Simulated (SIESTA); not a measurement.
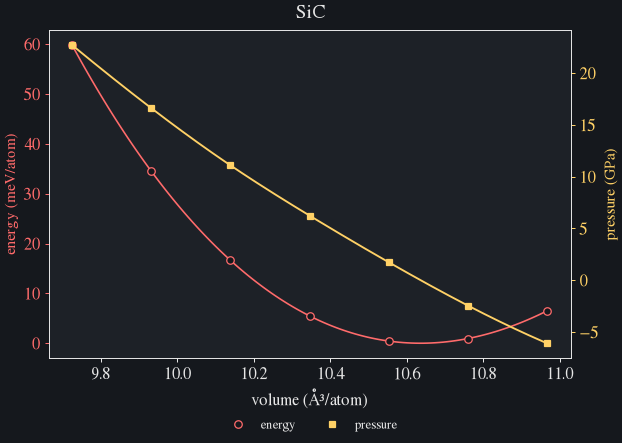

Energy and pressure against volume for SiC, space group F-43m (No. 216).

A third-order Birch–Murnaghan fit gives V0 = 10.64 Å³/atom, B0 = 212 GPa and B′ = 3.9. The energy is 59.77 meV/atom at volume 9.73 Å³/atom and 6.49 meV/atom at 10.97 Å³/atom; the lowest computed point is at volume 10.55 Å³/atom (0.41 meV/atom). The pressure falls from 22.69 GPa at volume 9.73 Å³/atom to −6.08 GPa at 10.97 Å³/atom, and changes sign near 10.64 Å³/atom.

Computed with SIESTA 5.4.2: DFT in numerical atomic orbitals with pseudopotentials, no spin polarisation; energies at scaled volumes of the given cell, shape and fractions fixed, counted from the fit's minimum, third-order Birch-Murnaghan fit. Level: PBE.

- k mesh: 10×10×10
- occupations: Fermi–Dirac
- smearing width: 0.05 eV
- potentials: PseudoDojo 0.4 standard, converted to PSML, two zetas on semicore shells
- program settings: basis DZP, mesh cutoff 500 Ry

Cell as given: a = 3.082 Å, b = 3.082 Å, c = 3.082 Å, α = 60.00°, β = 60.00°, γ = 60.00°; 2 atoms.

Limits of the calculation: mulliken charges of long orbitals.
